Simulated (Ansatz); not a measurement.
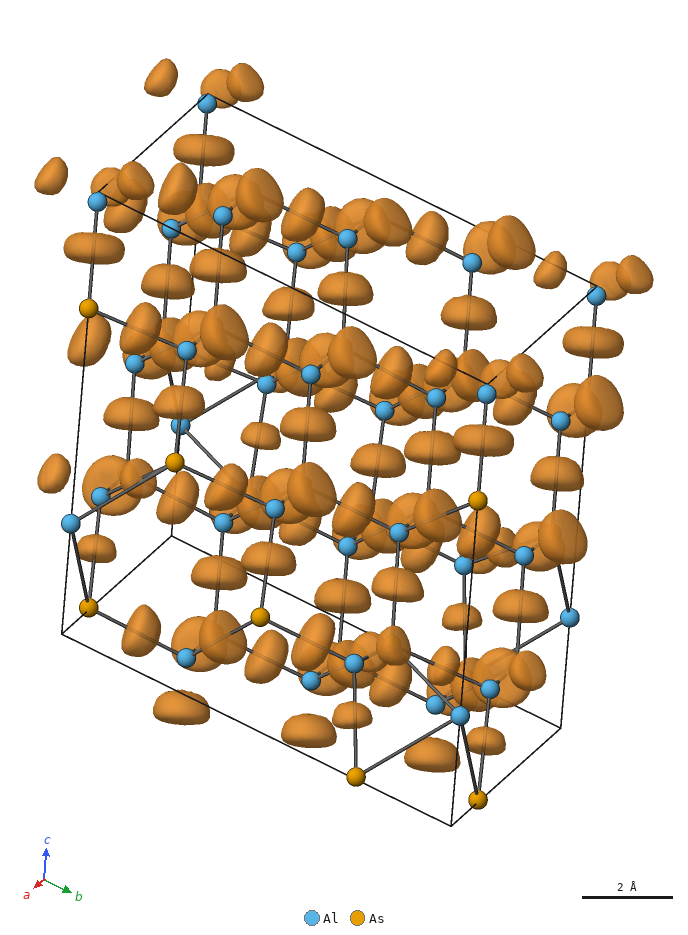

Figure. Al17As16 (cell charge +3, with a compensating background) (cell with a defect). Isosurface of the electron localisation function at 0.8 (orange), seen slightly off an axis. Core shells and regions of very low density are left out. Sticks mark near contacts.

Computed with DFT PBE, scalar-relativistic, plane waves, PAW in Ansatz.

### Identify the bonds, lone pairs and shells in this picture.

At this value the surface marks out 64 regions between bonded Al–As atoms (shared pairs), counted in one cell of 33 atoms. Regions shared between cells count once. Profiles from the grid: Al–As (2.39 Å): the ELF peaks at about 0.90 between the atoms; a shared electron pair. Al–As (2.45 Å): the ELF peaks at about 0.95 between the atoms; localised, covalent bonding.

### Does the calculation give a band gap?

It is gapped, with a Kohn–Sham gap of 0.85 eV on the k-point mesh (the band edges may lie off the mesh, which would make the gap smaller).
